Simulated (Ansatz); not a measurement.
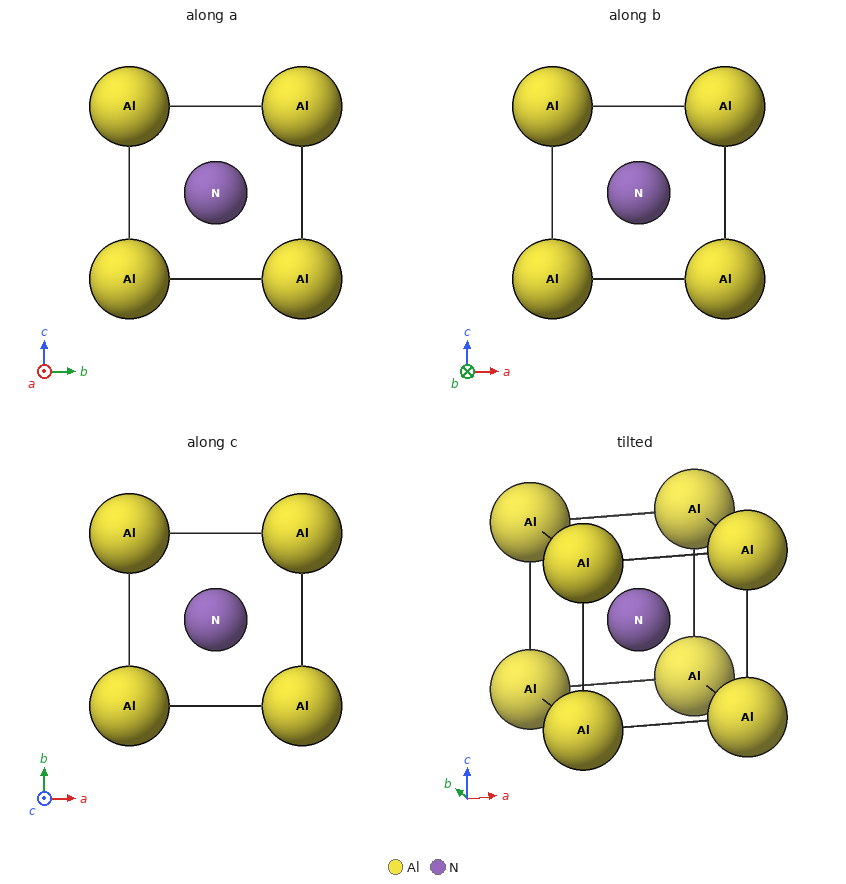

Spheres-only representation of a periodic structure, projected along the a axis, along the b axis, along the c axis and slightly off an axis. Thin lines show the conventional unit cell, with boundary atoms drawn in all their periodic places.

Lattice parameters: a = 2.5855 Å, b = 2.5855 Å, c = 2.5855 Å, α = 90.000°, β = 90.000°, γ = 90.000°.

Convert the drawing into a CIF with its space group and independent sites.

Answer.
```cif
data_structure
_symmetry_space_group_name_H-M 'P m -3 m'
_symmetry_Int_Tables_number 221
_cell_length_a 2.5855
_cell_length_b 2.5855
_cell_length_c 2.5855
_cell_angle_alpha 90.000
_cell_angle_beta 90.000
_cell_angle_gamma 90.000
_cell_volume 17.28
loop_
_atom_site_label
_atom_site_type_symbol
_atom_site_symmetry_multiplicity
_atom_site_Wyckoff_symbol
_atom_site_fract_x
_atom_site_fract_y
_atom_site_fract_z
_atom_site_occupancy
Al1 Al 1 a 0.0000 0.0000 0.0000 1
N1 N 1 b 0.5000 0.5000 0.5000 1
```

Origin of the cell: a structure type filled with these elements by a generator (whether the compound takes this form wasn't checked). Earlier steps of the study, as a rule a relaxation of our own, may have changed the cell and positions, so they can lie some per cent off the listed ones. An electronic-structure calculation with Ansatz was run on it.

At this level of theory the run's own cell isn't at rest (forces up to 7.2 eV/Å), so its distances can differ from those at equilibrium, the more so the softer the solid.
